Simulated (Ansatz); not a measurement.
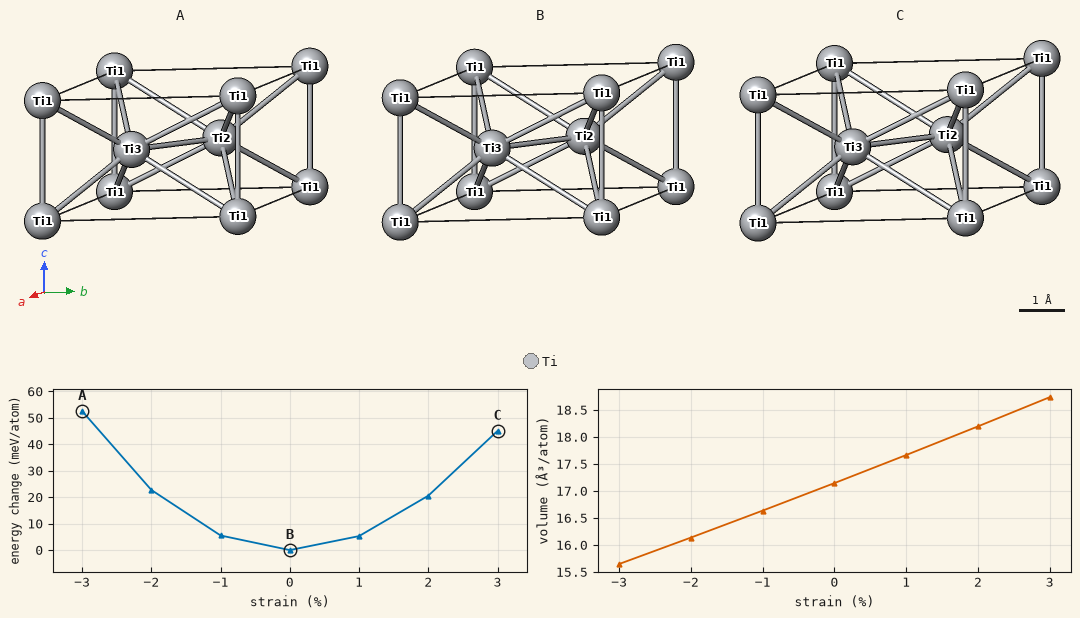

Members of a series of calculations on crystalline Ti (set up in P6/mmm), marked on the first curve. The picture is a ball-and-stick view of the cell of the calculation, seen slightly off an axis.

Method: DFT PBE, scalar-relativistic, plane waves, PAW in Ansatz. (plane-wave cutoff 420 eV; k-point mesh 12 × 12 × 14; occupations gaussian; smearing width 0.1 eV; no spin polarisation)

Describe the series.

Equal strain along all axes, cell held, atoms relaxed. A (strain −3.0 %): energy change 52.6 meV/atom, volume 15.65 Å³ per atom. B (strain 0.0 %): energy change 0.0 meV/atom, volume 17.15 Å³ per atom. C (strain 3.0 %): energy change 45.1 meV/atom, volume 18.74 Å³ per atom. The rest compares A with C. Cell: a = b 4.442 → 4.717 Å (+6.2 %), c 2.747 → 2.917 Å (+6.2 %). Volume +19.7 %. Near-neighbour distances before and after: Ti–Ti 2.909 → 3.089 Å, Ti–Ti 2.747 → 2.917 Å, Ti–Ti 2.565 → 2.723 Å.
